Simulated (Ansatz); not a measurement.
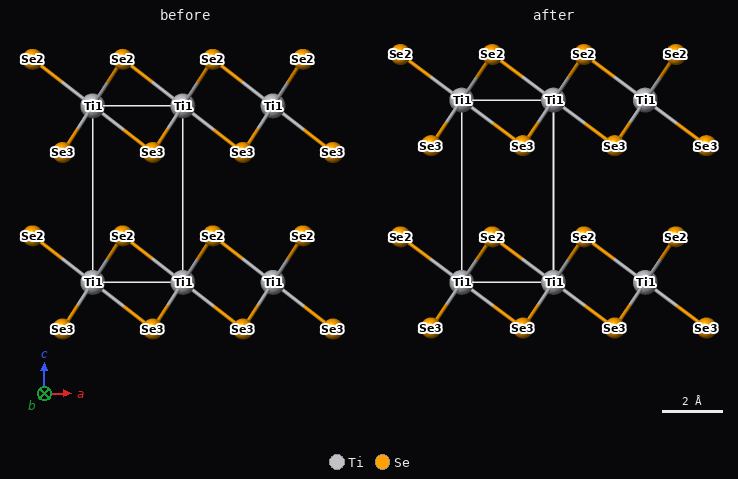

The structure of a crystal of TiSe2 (built on the 1T (CdI2) bulk type) before (left) and after (right) a relaxation, at one scale.

A ball-and-stick model of the cell of the calculation, repeated 2 × 1 × 1 with one cell outlined, seen along the b axis.

Level of theory: Ansatz 0.2.0, DFT, r2SCAN+rVV10, plane waves, PAW.

Input file:
```yaml
crystal:
  lattice:
    - [3.4770151364, 0.0, 0.0]
    - [-1.7385075682, 3.0111834374, 0.0]
    - [0.0, 0.0, 5.8963749384]
  atoms:
    - { symbol: Ti, position: [0.0, 0.0, 0.0] }
    - { symbol: Se, position: [0.3333333333, 0.6666666667, 0.2640294769] }
    - { symbol: Se, position: [0.6666666667, 0.3333333333, 0.7359705231] }
kpoints:
  mp_grid: { grid: [12, 12, 4] }
hamiltonian:
  xc: r2scan
  dispersion: rvv10
scf:
  occupations: { method: fermi_dirac, width: 0.02 }
relax:
  f_tol: 0.005
  cell: {}
```

Run as
```bash
ansatz run input.yaml --threads 2 --pin off --max-ram 2211MiB --backend cpu --events-out ev --progress --plain --runs-dir out
```

> Describe what moved and what it gained.

The energy falls by 14.2 meV per atom in 4 accepted moves (6 points after the start). The largest force component goes from 0.27 to 0.0012 eV/Å. Pressure: 2.05 GPa at the start and 0.03 GPa at the end. The line search rejected the trial step at point 1 of the run. At 1 point the geometry stayed and the basis and grid were re-selected for the new cell (energy shift of 0.3 meV per atom at most each time). The largest moves relative to the cell, 0.086 Å, are those of Se2 and Se3. Se3 goes along +c. Ti stays in place. The volume changes by +7.1 %, with a = b 3.477 → 3.541 Å (+1.8 %), c 5.896 → 6.091 Å (+3.3 %). Some distances before and after: Ti1–Se2 2.540 → 2.549 Å. The space group stays P-3m1 (No. 164).
